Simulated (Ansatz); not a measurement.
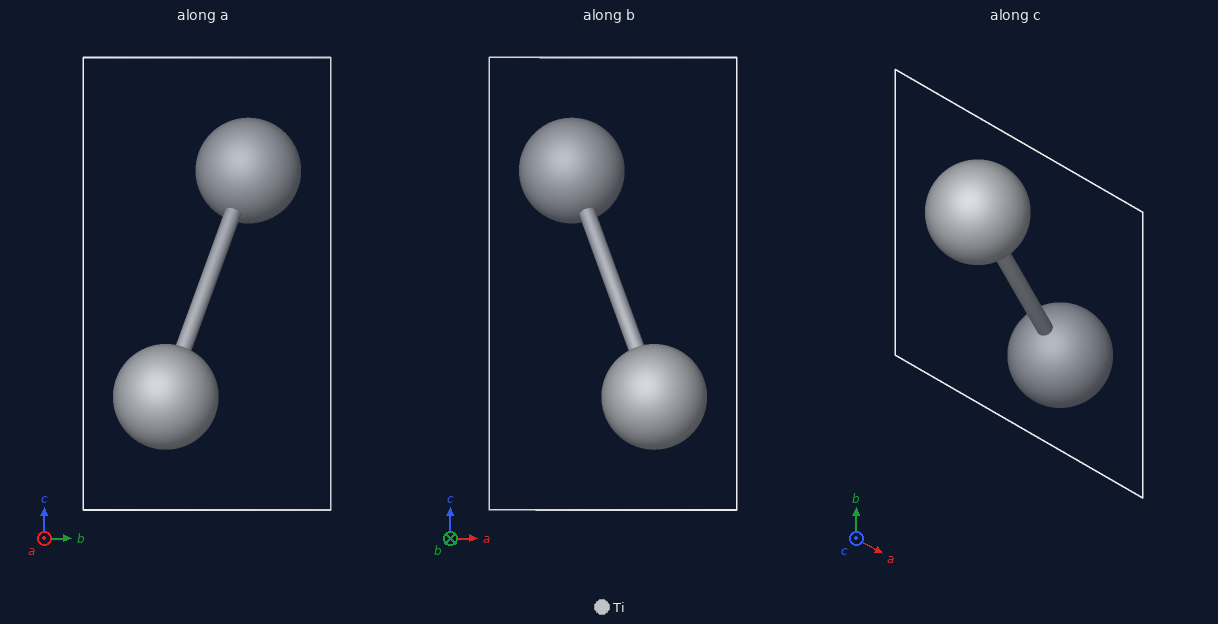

View along the a axis, along the b axis and along the c axis, drawn as a ball-and-stick model. One unit cell is outlined, and atoms on its boundary appear in each equivalent place.

Lattice parameters: a = 2.9194 Å, b = 2.9199 Å, c = 4.6245 Å, α = 89.987°, β = 90.026°, γ = 119.994°.

Write the structure as a CIF in P1 with every atom of the cell.

```cif
data_structure
_symmetry_space_group_name_H-M 'P 1'
_symmetry_Int_Tables_number 1
_cell_length_a 2.9194
_cell_length_b 2.9199
_cell_length_c 4.6245
_cell_angle_alpha 89.987
_cell_angle_beta 90.026
_cell_angle_gamma 119.994
_cell_volume 34.14
loop_
_atom_site_label
_atom_site_type_symbol
_atom_site_fract_x
_atom_site_fract_y
_atom_site_fract_z
_atom_site_occupancy
Ti1 Ti 0.3332 0.6668 0.7500 1
Ti2 Ti 0.6664 0.3332 0.2500 1
```

Provenance: a structure type filled with this element by a generator (whether the element takes this form wasn't checked). Earlier steps of the study may have refined or changed the cell and positions. An electronic-structure calculation with Ansatz was run on it.

At this level of theory the cell isn't at rest (compressed, at 5 GPa), so its distances can differ from those at equilibrium, the more so the softer the solid.
